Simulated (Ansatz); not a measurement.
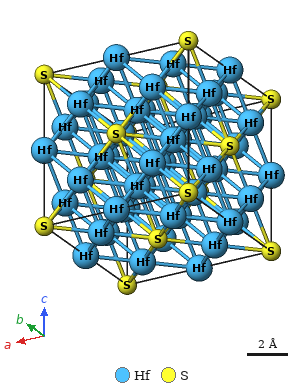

Starting structure of a crystal of Hf7S (a generated structure, set up in Fm-3m) (coarse preliminary run). The picture is a ball-and-stick view of the conventional cell (4 times the calculation's cell), seen from a free direction. Lengths and directions refer to the drawn axes.

Method: Ansatz 0.2.0, DFT PBE, scalar-relativistic, plane waves, PAW.

Input
```yaml
crystal:
  lattice:
    - [0.0, 4.15866476, 4.15866476]
    - [4.15866476, 0.0, 4.15866476]
    - [4.15866476, 4.15866476, 0.0]
  atoms:
    - { symbol: Hf, position: [0.5, 0.5, 0.5] }
    - { symbol: Hf, position: [0.0, 0.5, 0.0] }
    - { symbol: Hf, position: [0.5, 0.0, 0.0] }
    - { symbol: Hf, position: [0.0, 0.5, 0.5] }
    - { symbol: Hf, position: [0.5, 0.0, 0.5] }
    - { symbol: Hf, position: [0.0, 0.0, 0.5] }
    - { symbol: Hf, position: [0.5, 0.5, 0.0] }
    - { symbol: S, position: [0.0, 0.0, 0.0] }
basis:
  ecutwfc: 420
kpoints:
  mp_grid: { grid: [4, 4, 4] }
hamiltonian:
  xc: pbe
scf:
  occupations: { method: gaussian, width: 0.1 }
  lower_state_search: "off"
output:
  forces: true
  stress: true
  eigenvalues: true
relax:
  adjacent_minimum: "off"
  f_tol: 0.04
  max_steps: 70
  cell: { stress_tol: 0.4 }
```

Launched with:
```bash
ansatz run input.yaml --threads 1 --pin off --max-ram 2048MiB --backend cpu --events-out ev --progress --plain --runs-dir out
```

Q: Where does the relaxation end?

A: The atoms keep their places relative to the cell (all moves are under 0.005 Å). The drawn cell changes as follows: a = b = c 8.317 → 8.782 Å (+5.6 %); the volume changes by +17.7 %. Near-neighbour distances that change, for instance: Hf2–S8 2.941 → 3.105 Å, Hf1–Hf2 2.941 → 3.105 Å. The space group stays Fm-3m (No. 225). Over 3 accepted moves (5 points after the start) the energy falls by 1.548 eV per cell of the calculation. All forces vanish by symmetry, so only the cell relaxes. The pressure goes from 22.11 to 0.01 GPa. At 2 points the geometry stayed and the basis and grid were re-selected for the new cell (energy shift of 7.6 meV per cell of the calculation at most each time).

Final geometry:

```xyz
8
Lattice="0.0000 4.3909 4.3909 4.3909 0.0000 4.3909 4.3909 4.3909 0.0000" Properties=species:S:1:pos:R:3 pbc="T T T"
Hf    4.3909    4.3909    4.3909
Hf    6.5863    8.7817    6.5863
Hf    8.7817    6.5863    6.5863
Hf    4.3909    6.5863    6.5863
Hf    6.5863    4.3909    6.5863
Hf    6.5863    6.5863    8.7817
Hf    6.5863    6.5863    4.3909
S     8.7817    8.7817    8.7817
```

After the run, drawn alike:

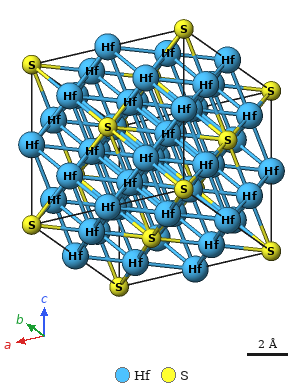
